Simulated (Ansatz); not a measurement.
```
Ge
1.0
     5.92471    0.00000    0.00000
     0.00000    5.92471    0.00000
     0.00000    0.00000    6.97116
Ge
12
Direct
  0.08868 0.08868 0.00000
  0.41132 0.58868 0.75000
  0.91132 0.91132 0.50000
  0.58868 0.41132 0.25000
  0.17165 0.36943 0.25679
  0.13057 0.67165 0.00679
  0.82835 0.63057 0.75679
  0.86943 0.32835 0.50679
  0.67165 0.13057 0.99321
  0.63057 0.82835 0.24321
  0.32835 0.86943 0.49321
  0.36943 0.17165 0.74321
```

Space group P4₃2₁2.

All numbers below come from DFT PBEsol, scalar-relativistic, plane waves, PAW (Ansatz).

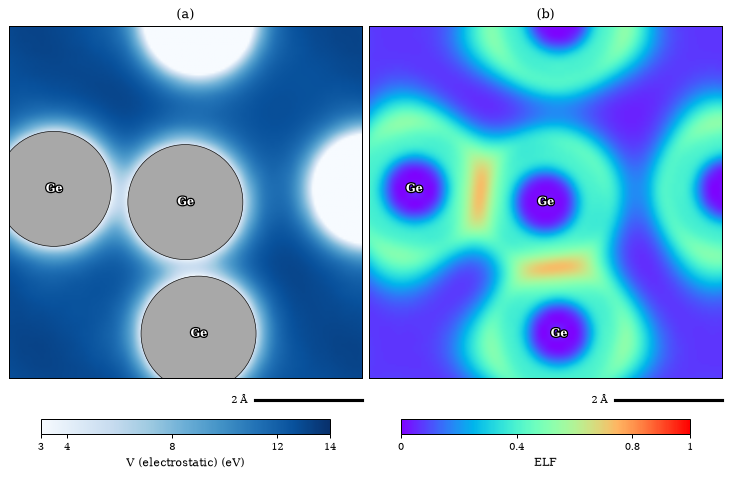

Ge. (a) electrostatic potential energy of an electron; (b) ELF on the (001) plane of the conventional cell. Grey discs cover the atomic cores in the potential map.

> Read the bonding off the picture.

- Atoms in the plane: Ge.
- Ge–Ge (2.48 Å): the ELF peaks at about 0.75 between the atoms.
- Outside the cores the potential energy rises away from the atoms and is highest about 2.1 Å from the nearest atoms; its zero is arbitrary.
